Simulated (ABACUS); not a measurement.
# Mo: geometry relaxation (part 2 of 2)

Mo (Im-3m, 1 atom in the cell); Kohn-Sham DFT of a periodic cell, WC, PseudoDojo NC SR 0.4 PBEsol stringent, no spin polarisation (ABACUS 3.10.1); cutoff 1102.06 eV, 10×10×10 k-mesh, fermi-dirac of 0.05 eV. The structure derives from a Materials Project entry.

Geometry of the input (Å; fractional positions):
```
-1.5838  1.5838  1.5838
1.5838  -1.5838  1.5838
1.5838  1.5838  -1.5838
Mo 0.0000  0.0000  0.0000
```

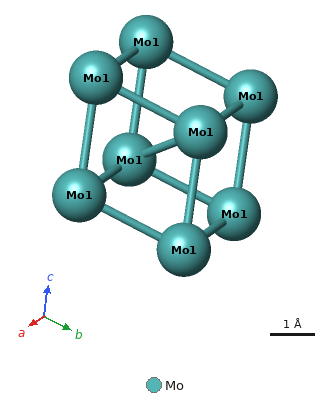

Fig. 1: The geometry at step 1 of the log (ball-and-stick view of the cell of the calculation, seen slightly off an axis; atoms are numbered from 1 in the order of the input).

**The program's output, continued**
```
 SETUP K-POINTS
                                    nspin = 1
                   Input type of k points = Monkhorst-Pack(Gamma)
                                   nkstot = 1000
                       right hand lattice = 1
(for reciprocal lattice: )
                             BRAVAIS TYPE = 3
                     BRAVAIS LATTICE NAME = 03. Cubic F (face-centered)
                                    ibrav = 3
                       right hand lattice = 1
(for k-lattice: )
                             BRAVAIS TYPE = 3
                     BRAVAIS LATTICE NAME = 03. Cubic F (face-centered)
                                    ibrav = 3
                       right hand lattice = 1
                        ROTATION MATRICES = 48
                               nkstot_ibz = 47
K-POINTS REDUCTION ACCORDING TO SYMMETRY
     IBZ    DIRECT_X    DIRECT_Y    DIRECT_Z  WEIGHT  ibz2bz
       1  0.00000000  0.00000000  0.00000000  0.0010       0
       2 -0.10000000  0.10000000  0.00000000  0.0120       1
       3 -0.20000000  0.20000000  0.00000000  0.0120       2
       4 -0.30000000  0.30000000  0.00000000  0.0120       3
       5 -0.40000000  0.40000000  0.00000000  0.0120       4
       6  0.50000000  0.50000000  0.00000000  0.0060       5
       7  0.10000000  0.10000000 -0.20000000  0.0240      11
       8 -0.10000000 -0.20000000  0.30000000  0.0480      12
       9 -0.40000000  0.30000000  0.10000000  0.0480      13
      10  0.50000000  0.40000000  0.10000000  0.0480      14
      11 -0.20000000 -0.20000000  0.40000000  0.0240      22
      12  0.50000000  0.30000000  0.20000000  0.0480      23
      13  0.40000000  0.40000000  0.20000000  0.0240      24
      14  0.40000000  0.30000000  0.30000000  0.0240      33
      15 -0.10000000 -0.10000000  0.30000000  0.0080     111
      16 -0.10000000 -0.20000000  0.40000000  0.0240     112
      17  0.50000000  0.30000000  0.10000000  0.0240     113
      18  0.40000000  0.40000000  0.10000000  0.0120     114
      19 -0.10000000  0.10000000  0.10000000  0.0060     119
      20  0.50000000  0.20000000  0.20000000  0.0240     122
      21  0.40000000  0.30000000  0.20000000  0.0480     123
      22 -0.20000000  0.20000000  0.10000000  0.0240     128
      23  0.30000000  0.30000000  0.30000000  0.0080     133
      24 -0.30000000  0.30000000  0.10000000  0.0240     137
      25 -0.30000000  0.20000000  0.20000000  0.0240     138
      26 -0.40000000  0.40000000  0.10000000  0.0240     146
      27 -0.40000000  0.30000000  0.20000000  0.0480     147
      28  0.50000000  0.50000000  0.10000000  0.0120     155
      29  0.50000000  0.40000000  0.20000000  0.0480     156
      30  0.50000000  0.30000000  0.30000000  0.0240     157
[... 17 further k points ...]

                               nkstot now = 47
[... K-POINTS DIRECT COORDINATES: 47 rows ...]

           k-point number in this process = 12
       minimum distributed K point number = 11
[... stars of the k points ...]

[... K-POINTS CARTESIAN COORDINATES: 12 rows ...]

[... K-POINTS DIRECT COORDINATES: 12 rows ...]

 SETUP PLANE WAVES FOR WAVE FUNCTIONS
     energy cutoff for wavefunc (unit:Ry) = 81
              fft grid for wave functions = [ 30, 30, 30 ]
                    number of plane waves = 1961
                         number of sticks = 213

 PARALLEL PW FOR WAVE FUNCTIONS
     PROC   COLUMNS(POT)             PW
        1            213           1961
 --------------- sum -------------------
        1            213           1961

 SETUP NONLOCAL PSEUDOPOTENTIALS IN PLANE WAVE BASIS
 Mo non-local projectors:
 projector 1 L=0
 projector 2 L=0
 projector 3 L=1
 projector 4 L=1
 projector 5 L=2
 projector 6 L=2
      TOTAL NUMBER OF NONLOCAL PROJECTORS = 18

 Init Non-Local PseudoPotential table :
 Init Non-Local-Pseudopotential done.

                                     npwx = 1294

 Make real space PAO into reciprocal space.
       max mesh points in Pseudopotential = 1001
     dq(describe PAO in reciprocal space) = 0.01
                                    max q = 1084

 number of pseudo atomic orbitals for Mo is 4
WARNING: norm of atomic wavefunction # 3 of atomic type Mo is 0.999966, renormalized
WARNING: norm of atomic wavefunction # 4 of atomic type Mo is 0.999524, renormalized

 -------------------------------------------
 SELF-CONSISTENT
 -------------------------------------------
                                 init_chg = atomic

 PW ALGORITHM --------------- ION=   1  ELEC=   1--------------------------------
 Notice: Threshold on eigenvalues was too large.
 hsover_error=0.14 > DRHO=0.124047
 Origin diag ethr = 0.01
 New diag ethr = 0.000886048

 Density error is 0.125530367612
                          Error Threshold = 0.000886047781659
----------------------------------------------------------
     Energy           Rydberg                 eV
----------------------------------------------------------
 E_KohnSham     -140.6115971652      -1913.1189263271
 E_Harris       -142.9505898412      -1944.9425543006
 E_Fermi        1.6546299518         22.5123954260
----------------------------------------------------------

 PW ALGORITHM --------------- ION=   1  ELEC=   2--------------------------------

 Density error is 0.00602059893672
                          Error Threshold = 0.000896645482939
----------------------------------------------------------
     Energy           Rydberg                 eV
----------------------------------------------------------
 E_KohnSham     -140.6391870162      -1913.4943055082
 E_Harris       -140.1974657510      -1907.4843793737
 E_Fermi        1.5843267837         21.5558717529
----------------------------------------------------------

 PW ALGORITHM --------------- ION=   1  ELEC=   3--------------------------------

 Density error is 0.000239027603789
                          Error Threshold = 4.30042781195e-05
----------------------------------------------------------
     Energy           Rydberg                 eV
----------------------------------------------------------
 E_KohnSham     -140.6404413715      -1913.5113718870
 E_Harris       -140.6832873104      -1914.0943207920
 E_Fermi        1.5975868965         21.7362848422
----------------------------------------------------------

 PW ALGORITHM --------------- ION=   1  ELEC=   4--------------------------------

 Density error is 5.09970651161e-07
                          Error Threshold = 1.70734002707e-06
----------------------------------------------------------
     Energy           Rydberg                 eV
----------------------------------------------------------
 E_KohnSham     -140.6404534421      -1913.5115361166
 E_Harris       -140.6418835818      -1913.5309941648
 E_Fermi        1.5960509631         21.7153873962
----------------------------------------------------------

 PW ALGORITHM --------------- ION=   1  ELEC=   5--------------------------------

 Density error is 6.98777547587e-08
                          Error Threshold = 3.64264750829e-09
----------------------------------------------------------
     Energy           Rydberg                 eV
----------------------------------------------------------
 E_KohnSham     -140.6404540285      -1913.5115440941
 E_Harris       -140.6388760660      -1913.4900748132
 E_Fermi        1.5960188492         21.7149504646
----------------------------------------------------------

 PW ALGORITHM --------------- ION=   1  ELEC=   6--------------------------------

 Density error is 1.51293741573e-09
                          Error Threshold = 4.99126819705e-10
----------------------------------------------------------
     Energy           Rydberg                 eV
----------------------------------------------------------
 E_KohnSham     -140.6404540436      -1913.5115443002
 E_KS(sigma->0) -140.6401619552      -1913.5075702342
 E_Harris       -140.6406815906      -1913.5146402357
 E_band         -3.5111353724        -47.7714475134
 E_one_elec     -17.1795604467       -233.7399112102
 E_Hartree      17.5462916315        238.7295449584
 E_xc           -20.6091413500       -280.4017532475
 E_Ewald        -120.3974597017      -1638.0914766689
 E_entropy(-TS) -0.0005841767        -0.0079481321
 E_descf        0.0000000000         0.0000000000
 E_exx          0.0000000000         0.0000000000
 E_Fermi        1.5960693079         21.7156369901
----------------------------------------------------------

 charge density convergence is achieved
 final etot is -1913.5115443 eV
 EFERMI = 21.71563699 eV

 STATE ENERGY(eV) AND OCCUPATIONS    NSPIN == 1
 1/12 kpoint (Cartesian) = 0.0000 0.0000 0.0000 (1289 pws)
       1       -39.6248     0.00200000
       2       -12.8640     0.00200000
       3       -12.8640     0.00200000
       4       -12.8640     0.00200000
       5        14.2982     0.00200000
       6        20.2140     0.00200000
       7        20.2140     0.00200000
       8        20.2140     0.00200000
       9        23.2807    5.08956e-17
      10        23.2807    5.08956e-17
      11        36.5609        0.00000

 2/12 kpoint (Cartesian) = 0.031897 -0.031897 0.0000 (1274 pws)
       1       -39.5985      0.0240000
       2       -13.0143      0.0240000
       3       -12.9102      0.0240000
       4       -12.8651      0.0240000
       5        14.7377      0.0240000
       6        19.9676      0.0240000
       7        20.1622      0.0240000
       8        20.6366      0.0240000
       9        22.9549    4.12759e-13
      10        23.2907    5.00441e-16
      11        36.8648        0.00000

 3/12 kpoint (Cartesian) = 0.063794 -0.063794 0.0000 (1282 pws)
       1       -39.5291      0.0240000
       2       -13.3971      0.0240000
       3       -13.0297      0.0240000
       4       -12.8683      0.0240000
       5        15.8011      0.0240000
       6        19.3826      0.0240000
       7        19.9646      0.0240000
       8        21.8461     0.00164604
       9        22.6667    1.31530e-10
      10        23.3649    1.13365e-16
      11        37.0284        0.00000

 4/12 kpoint (Cartesian) = 0.095691 -0.095691 0.0000 (1294 pws)
       1       -39.4421      0.0240000
       2       -13.8510      0.0240000
       3       -13.1741      0.0240000
       4       -12.8723      0.0240000
       5        16.5034      0.0240000
       6        18.7510      0.0240000
       7        20.4299      0.0240000
       8        22.9371    5.89432e-13
       9        23.5621    2.19914e-18
      10        23.6416    4.48090e-19
      11        35.7892        0.00000

 5/12 kpoint (Cartesian) = 0.12759 -0.12759 0.0000 (1286 pws)
       1       -39.3707      0.0240000
       2       -14.2047      0.0240000
       3       -13.2884      0.0240000
       4       -12.8757      0.0240000
       5        16.3413      0.0240000
       6        18.2953      0.0240000
       7        22.0665    2.15050e-05
       8        23.3576    1.31181e-16
       9        23.8273    1.09350e-20
      10        25.5426    1.37863e-35
      11        34.2851        0.00000

 6/12 kpoint (Cartesian) = 0.15949 0.15949 0.31897 (1272 pws)
       1       -39.3432      0.0120000
       2       -14.3369      0.0120000
       3       -13.3315      0.0120000
       4       -12.8770      0.0120000
       5        16.1817      0.0120000
       6        18.1319      0.0120000
       7        23.2771    3.28343e-16
       8        23.3223    1.33066e-16
       9        23.9612    3.75489e-22
      10        26.4771    5.27015e-44
      11        33.4354        0.00000

[... levels at 6 further k points ...]

------------------------------------------------------------------------------------------
 TOTAL-FORCE (eV/Angstrom)
------------------------------------------------------------------------------------------
                       Mo1         0.0000000000         0.0000000000         0.0000000000
------------------------------------------------------------------------------------------

----------------------------------------------------------------
 TOTAL-STRESS (KBAR)
----------------------------------------------------------------
        -0.2833323721         0.0000000000         0.0000000000
         0.0000000000        -0.2833323721        -0.0000000000
        -0.0000000000        -0.0000000000        -0.2833323721
----------------------------------------------------------------
 TOTAL-PRESSURE: -0.283332 KBAR

 --------------------------------------------
 !FINAL_ETOT_IS -1913.5115443002496249 eV
 --------------------------------------------
```

**File opt.log**
```
      Step          Energy          fmax
BFGS:    0    -1913.499273        0.785743
BFGS:    1    -1913.511446        0.068691
BFGS:    2    -1913.511544        0.002725
```

**Standard output**
```
ABACUS v3.10.1

               Atomic-orbital Based Ab-initio Computation at UStc

 dft_functional readin is: wc
 dft_functional in pseudopot file is: PBESOL
 Please make sure this is what you need

%%%%%%%%%%%%%%%%%%%%%%%%%%%%%%%%%%%%%%%%%%%%%%%%%%%%%%%%%%%%%%%%%%%%%%%%%%%%%%%%%%%%%%%%%%%%%%%%%%%%%%%%%
 Warning: the number of valence electrons in pseudopotential > 6 for Mo: [Kr] 4d5 5s1
 Pseudopotentials with additional electrons can yield (more) accurate outcomes, but may be less efficient.
 If you're confident that your chosen pseudopotential is appropriate, you can safely ignore this warning.
%%%%%%%%%%%%%%%%%%%%%%%%%%%%%%%%%%%%%%%%%%%%%%%%%%%%%%%%%%%%%%%%%%%%%%%%%%%%%%%%%%%%%%%%%%%%%%%%%%%%%%%%%

 UNIFORM GRID DIM        : 30 * 30 * 30
 UNIFORM GRID DIM(BIG)   : 30 * 30 * 30
 ---------------------------------------------------------
 Self-consistent calculations for electrons
 ---------------------------------------------------------
 SPIN    KPOINTS         PROCESSORS  THREADS
 1       47              4           4
 ---------------------------------------------------------
 Use plane wave basis
 ---------------------------------------------------------
 ELEMENT NATOM       XC
 Mo      1
 ---------------------------------------------------------
 Initial plane wave basis and FFT box
 ---------------------------------------------------------
 -------------------------------------------
 SELF-CONSISTENT :
 -------------------------------------------
 START CHARGE      : atomic
 ITER       ETOT/eV          EDIFF/eV         DRHO     TIME/s
 DA1     -1.91311893e+03   0.00000000e+00   1.2553e-01   1.35
 DA2     -1.91349431e+03  -3.75379181e-01   6.0206e-03   0.72
 DA3     -1.91351137e+03  -1.70663789e-02   2.3903e-04   0.76
 DA4     -1.91351154e+03  -1.64229565e-04   5.0997e-07   0.46
 DA5     -1.91351154e+03  -7.97751905e-06   6.9878e-08   0.90
 DA6     -1.91351154e+03  -2.06145955e-07   1.5129e-09   0.72
----------------------------------------------------------------
 TOTAL-STRESS (KBAR)
----------------------------------------------------------------
        -0.2833323721         0.0000000000         0.0000000000
         0.0000000000        -0.2833323721        -0.0000000000
        -0.0000000000        -0.0000000000        -0.2833323721
----------------------------------------------------------------
 TOTAL-PRESSURE: -0.283332 KBAR
```

**Trajectory as extended XYZ (Å, eV, eV/Å), 3 frames, from step=0 to step=2**
```
1
Lattice="-1.5838 1.5838 1.5838 1.5838 -1.5838 1.5838 1.5838 1.5838 -1.5838" Properties=species:S:1:pos:R:3:forces:R:3 step=0 energy=-1913.49927 pressure_GPa=-7.92
Mo    0.0000    0.0000    0.0000    0.0000   0.0000   0.0000
1
Lattice="-1.5661 1.5661 1.5661 1.5661 -1.5661 1.5661 1.5661 1.5661 -1.5661" Properties=species:S:1:pos:R:3:forces:R:3 step=1 energy=-1913.51145 pressure_GPa=0.72
Mo    0.0000    0.0000    0.0000    0.0000   0.0000   0.0000
1
Lattice="-1.5675 1.5675 1.5675 1.5675 -1.5675 1.5675 1.5675 1.5675 -1.5675" Properties=species:S:1:pos:R:3:forces:R:3 step=2 energy=-1913.51154 pressure_GPa=-0.03
Mo    0.0000    0.0000    0.0000    0.0000   0.0000   0.0000
```
